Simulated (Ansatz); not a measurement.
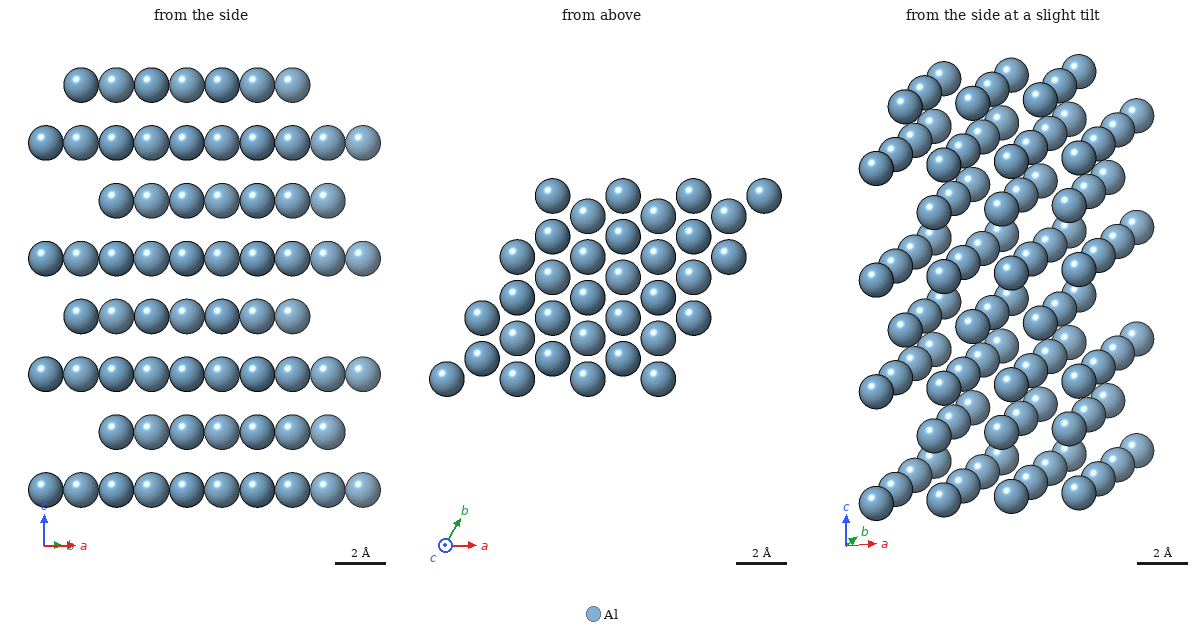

A spheres-only picture of a periodic slab, seen from the side, from above and from the side at a slight tilt. The surface normal points up in side views; the vacuum is left out. 3×3 cells are drawn in the plane, with atoms at the edges repeated.

The cell holds 8 Al.

Q: What is its extent along the surface normal?

A: About 16 Å from the lowest to the highest atom.

Q: What layers make up the slab, from top to bottom?

A: Eight planes: Al / Al / Al / Al / Al / Al / Al / Al.

The structure was taken from a structure listed in the Materials Project. The cell was then strained or its atoms displaced on purpose. A calculation with Ansatz used it as input.
